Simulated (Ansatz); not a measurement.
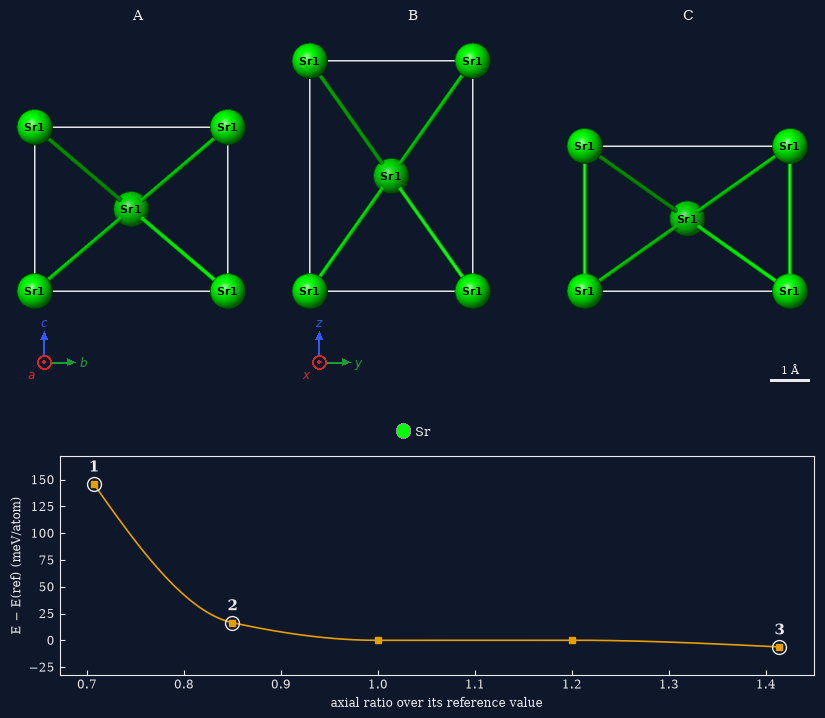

Energy scan for solid Sr (Im-3m), in which the ratio of the cell's length along z to its lengths across, counted as 1 for the reference, is changed at fixed volume (a tetragonal or Bain path), with the atoms kept at their fractional coordinates. x, y and z are the Cartesian axes of the input. The frames are shuffled; the numbered points of the plot belong to them. A ball-and-stick model of the conventional cell (2 times the calculation's cell), seen along the a axis. Lengths and directions refer to the drawn axes.

Method: DFT PBE, scalar-relativistic, plane waves, PAW (Ansatz 0.2.0). (plane-wave cutoff 420 eV; k-point mesh 20 × 20 × 20; occupations gaussian; smearing width 0.15 eV; no spin polarisation). Energies (free energies at the smearing named) are counted from the relaxed crystal.

### Which frame belongs to which numbered point?

Point 1 is frame C (the relative ratio 0.707, 146.0 meV/atom); 2 is frame A (the relative ratio 0.85, 16.5 meV/atom); 3 is frame B (the relative ratio 1.414, −6.2 meV/atom). Of the computed points the lowest is at the relative ratio 1.414, −6.2 meV/atom. The energy is still falling at the end of the range, so the minimum along this coordinate lies there or beyond. At the ends of the scan the energy is 146.0 meV/atom (0.707) and −6.2 meV/atom (1.414). The distortion takes the space group from Im-3m to I4/mmm. At the relative ratio 1.414 the cell of the drawing goes a 4.750 → 4.232 Å, b 4.750 → 4.232 Å, c 4.750 → 5.985 Å.
